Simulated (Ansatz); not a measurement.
## Geometry relaxation of Ti₂O₃ (part 2 of 2)

Continued. System: Ti₂O₃ (10 atoms in the cell). Method: DFT PBEsol, scalar-relativistic, plane waves, PAW, no spin polarisation (Ansatz 0.2.0); cutoff 420 eV, 9×9×9 k-mesh, Gaussian smearing of 0.1 eV. The structure was built on a prototype by a generator; it need not be a known phase.

Geometry of the input (Å; fractional positions):
```
2.5197  1.4548  4.6256
-2.5197  1.4548  4.6256
0.0000  -2.9095  4.6256
Ti 0.3454  0.3454  0.3454
Ti 0.1546  0.1546  0.1546
Ti 0.6546  0.6546  0.6546
Ti 0.8454  0.8454  0.8454
O  0.5618  0.9382  0.2500
O  0.2500  0.5618  0.9382
O  0.9382  0.2500  0.5618
O  0.4382  0.0618  0.7500
O  0.7500  0.4382  0.0618
O  0.0618  0.7500  0.4382
```

Output, continued
```
  k-point 0: bands = ["-44.3396", "-44.2624", "-44.2577", "-44.1980", "-21.0054", "-21.0054", "-20.9851", "-20.8758", "-20.8758", "-20.7636", "-20.6570", "-20.6570", "-20.6295", "-20.6295", "-20.3477", "-20.3158", "-7.4565", "-6.2998", "-6.2998", "-5.8044", "-5.8044", "-5.7289", "5.2702", "5.9330", "5.9330", "6.4590", "6.4590", "6.5106", "7.0064", "7.0064", "7.2798", "7.2798", "7.5958", "7.8726", "8.7270", "8.9472", "8.9472", "9.6314", "9.6314", "9.6586", "12.9168", "13.6866", "13.6866", "14.2362", "14.2362", "14.2588", "14.2588", "14.3427", "15.1170", "15.1170", "15.6458", "15.9779"]
  k-point 1: bands = ["-44.3371", "-44.2654", "-44.2552", "-44.2000", "-21.0152", "-21.0038", "-20.9654", "-20.8849", "-20.8679", "-20.7690", "-20.6543", "-20.6522", "-20.6443", "-20.6260", "-20.3487", "-20.3175", "-7.3983", "-6.2946", "-6.2904", "-5.8412", "-5.8250", "-5.7534", "5.3312", "5.9486", "5.9921", "6.2905", "6.4219", "6.5815", "7.0226", "7.1291", "7.2014", "7.2331", "7.6496", "8.0722", "8.6138", "8.9266", "8.9821", "9.4233", "9.5697", "9.6036", "12.9432", "13.5912", "13.7426", "14.1992", "14.2678", "14.2842", "14.3464", "14.4387", "15.0720", "15.0965", "15.6254", "15.9613"]
  k-point 2: bands = ["-44.3301", "-44.2721", "-44.2501", "-44.2055", "-21.0146", "-20.9998", "-20.9355", "-20.9070", "-20.8488", "-20.7841", "-20.6844", "-20.6504", "-20.6378", "-20.6178", "-20.3506", "-20.3228", "-7.2325", "-6.2786", "-6.2620", "-5.9408", "-5.8822", "-5.8305", "5.4830", "6.0035", "6.1301", "6.1703", "6.3068", "6.6161", "7.0609", "7.1245", "7.1307", "7.4782", "7.6680", "8.3567", "8.3765", "8.9434", "8.9466", "8.9834", "9.3767", "9.4896", "12.9973", "13.3984", "13.8718", "14.1516", "14.3441", "14.3549", "14.5394", "14.6485", "14.9703", "15.0659", "15.5684", "15.8978"]
  k-point 84: bands = ["-44.3093", "-44.3058", "-44.2226", "-44.2201", "-20.9933", "-20.9869", "-20.9266", "-20.9109", "-20.8455", "-20.8321", "-20.6465", "-20.6411", "-20.6167", "-20.6086", "-20.3777", "-20.3740", "-6.6737", "-6.5804", "-6.1508", "-6.1041", "-6.0078", "-5.9787", "6.0681", "6.0866", "6.3208", "6.3953", "6.5908", "6.7873", "6.8207", "6.9936", "7.0560", "7.1707", "7.4734", "7.6506", "8.6904", "8.7637", "8.8791", "8.9283", "8.9905", "9.1209", "13.9596", "14.0887", "14.1635", "14.1667", "14.3351", "14.4428", "14.6498", "14.7210", "14.7560", "14.7582", "15.1662", "15.1791"]
--- Relaxed structure (2 steps of the walk, 2 accepted, 1 SCFs on fresh bases) ---
  F+E_penalty+E_count = -13275.37034877 eV   max|allowed force component| = 4.832e-3 eV/Å   (the final SCF, on the basis selected at the relaxed cell)
  cell:  # Å, volume = 101.7295 Å³
    - [2.5197171603809627, 1.4547593825255138, 4.625438284394951]
    - [-2.5197171603809627, 1.4547593825255138, 4.625438284394951]
    - [3.078541708989122e-35, -2.9095187599574905, 4.625438285996933]
  atoms:
    - { symbol: Ti, position: [0.3454287441056914, 0.3454287441056914, 0.3454287441056915] }
    - { symbol: Ti, position: [0.1545712558943085, 0.1545712558943085, 0.15457125589430856] }
    - { symbol: Ti, position: [0.6545712558943084, 0.6545712558943084, 0.6545712558943086] }
    - { symbol: Ti, position: [0.8454287441056914, 0.8454287441056914, 0.8454287441056915] }
    - { symbol: O, position: [0.5618057213878674, 0.9381942786121327, 0.24999999999999983] }
    - { symbol: O, position: [0.2500000000000001, 0.5618057213878674, 0.9381942786121329] }
    - { symbol: O, position: [0.9381942786121324, 0.2499999999999999, 0.5618057213878673] }
    - { symbol: O, position: [0.43819427861213245, 0.061805721387867274, 0.7500000000000001] }
    - { symbol: O, position: [0.75, 0.43819427861213256, 0.06180572138786733] }
    - { symbol: O, position: [0.06180572138786733, 0.7499999999999999, 0.4381942786121326] }
```

Trajectory as extended XYZ (Å, eV, eV/Å), 3 frames, from step=1 to step=3
```
10
Lattice="2.5197 1.4548 4.6256 -2.5197 1.4548 4.6256 0.0000 -2.9095 4.6256" Properties=species:S:1:pos:R:3:forces:R:3 step=1 energy=-13275.37037 pressure_GPa=-0.02
Ti    0.0000    0.0000    4.7935    0.0000   0.0000  -0.0066
Ti    0.0000    0.0000    2.1449    0.0000   0.0000   0.0066
Ti    0.0000    0.0000    9.0832    0.0000   0.0000   0.0066
Ti    0.0000    0.0000   11.7319    0.0000   0.0000  -0.0066
O    -0.9483    1.4548    8.0948   -0.0042   0.0000   0.0000
O    -0.7857   -1.5487    8.0948    0.0021  -0.0037   0.0000
O     1.7340    0.0939    8.0948    0.0021   0.0037   0.0000
O     0.9483   -1.4548    5.7820    0.0042   0.0000   0.0000
O     0.7857    1.5487    5.7820   -0.0021   0.0037   0.0000
O    -1.7340   -0.0939    5.7820   -0.0021  -0.0037   0.0000
10
Lattice="2.5197 1.4548 4.6254 -2.5197 1.4548 4.6254 0.0000 -2.9095 4.6254" Properties=species:S:1:pos:R:3:forces:R:3 step=2 energy=-13275.37038 pressure_GPa=-0.01
Ti    0.0000    0.0000    4.7933    0.0000   0.0000  -0.0049
Ti    0.0000    0.0000    2.1449    0.0000   0.0000   0.0049
Ti    0.0000    0.0000    9.0830    0.0000   0.0000   0.0049
Ti    0.0000    0.0000   11.7314    0.0000   0.0000  -0.0049
O    -0.9484    1.4548    8.0945   -0.0030   0.0000   0.0000
O    -0.7857   -1.5487    8.0945    0.0015  -0.0026   0.0000
O     1.7341    0.0940    8.0945    0.0015   0.0026   0.0000
O     0.9484   -1.4548    5.7818    0.0030   0.0000   0.0000
O     0.7857    1.5487    5.7818   -0.0015   0.0026   0.0000
O    -1.7341   -0.0940    5.7818   -0.0015  -0.0026   0.0000
10
Lattice="2.5197 1.4548 4.6254 -2.5197 1.4548 4.6254 0.0000 -2.9095 4.6254" Properties=species:S:1:pos:R:3:forces:R:3 step=3 energy=-13275.37035 pressure_GPa=-0.01
Ti    0.0000    0.0000    4.7933    0.0000   0.0000  -0.0048
Ti    0.0000    0.0000    2.1449    0.0000   0.0000   0.0048
Ti    0.0000    0.0000    9.0830    0.0000   0.0000   0.0048
Ti    0.0000    0.0000   11.7314    0.0000   0.0000  -0.0048
O    -0.9484    1.4548    8.0945   -0.0030   0.0000   0.0000
O    -0.7857   -1.5487    8.0945    0.0015  -0.0026   0.0000
O     1.7341    0.0940    8.0945    0.0015   0.0026   0.0000
O     0.9484   -1.4548    5.7818    0.0030   0.0000   0.0000
O     0.7857    1.5487    5.7818   -0.0015   0.0026   0.0000
O    -1.7341   -0.0940    5.7818   -0.0015  -0.0026   0.0000
```

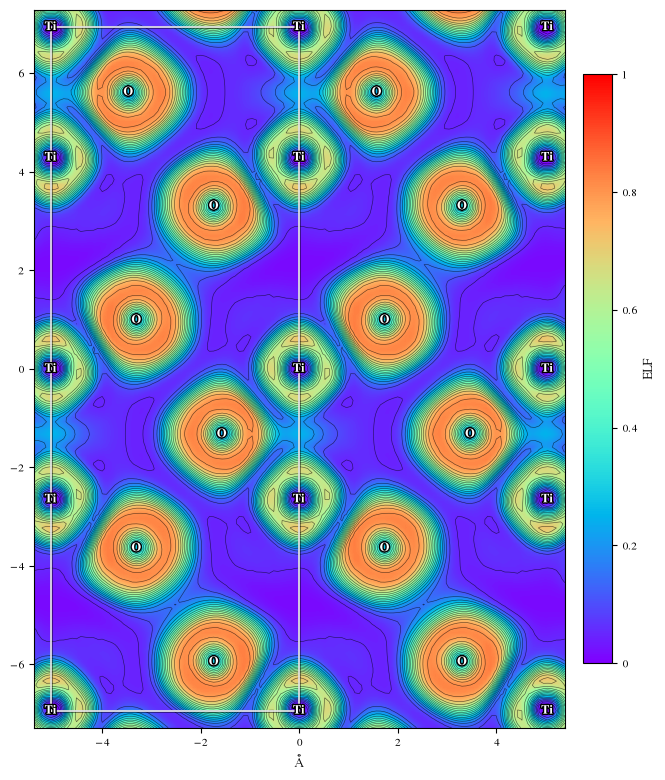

**Figure 1.** ELF on the (010) plane of the conventional cell. Atoms in the plane: Ti and O. Ti–O (2.00 Å): the ELF is about 0.15 at the midpoint (no shared pair; the contact is polar). Ti–Ti (2.65 Å): the ELF is about 0.25 at the midpoint (no shared electron pair). Ti–O (2.05 Å): the ELF is about 0.15 at the midpoint; no shared pair; the contact is polar. The strong features right at Ti lie inside the PAW spheres (semicore, d or f shells) and say nothing about bonding. Core electrons are frozen (PAW), so the fields are smoothed inside the atomic spheres.

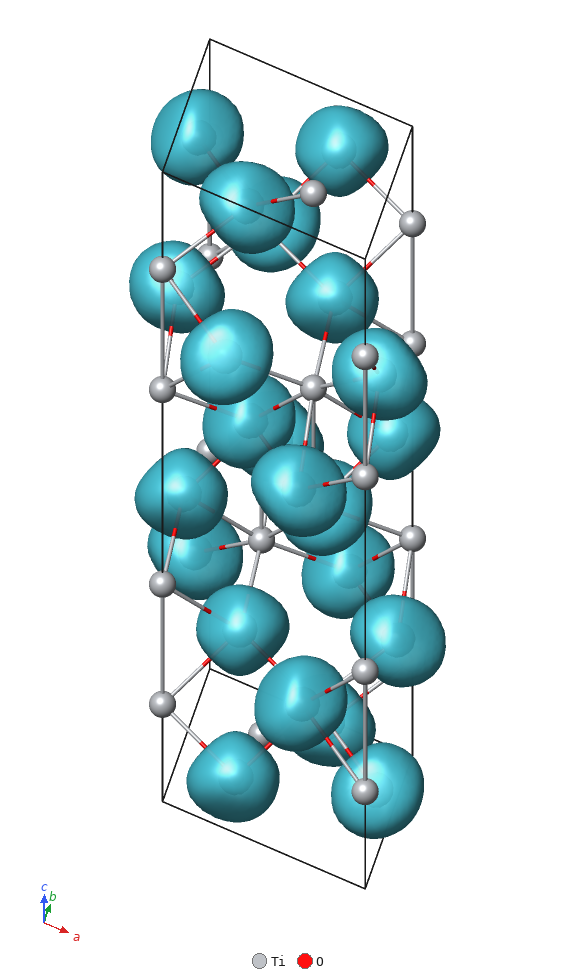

**Figure 2.** Isosurface of the electron localisation function at 0.65 (cyan), seen at an oblique angle. Only the valence region is drawn (cores and ρ < 0.01 e/Å³ removed). Sticks mark near contacts. The outline is the cell set on symmetry axes. Profiles from the grid: Ti–O (2.00 Å): the ELF is about 0.15 at the midpoint; no shared pair; the contact is polar. Ti–Ti (2.65 Å): the ELF is about 0.25 at the midpoint; no shared electron pair.

Results in brief

- outcome: converged
- space group (tolerance 0.01 Å): R-3c (167)
- electrons treated: 84
- free energy: −13275.3703 eV
- Fermi energy: 13.767 eV
- gap on the k-point mesh: none (metallic)
- pressure: −0.01 GPa
- final volume: 101.73 Å³
- largest force (length of the vector) at the end: 0.005 eV/Å
- final cell: a = 5.464 Å, b = 5.464 Å, c = 5.464 Å, α = 54.92°, β = 54.92°, γ = 54.92°
- wall time: 27 s (CPU time 98 s)
- peak memory: 0.73 GiB
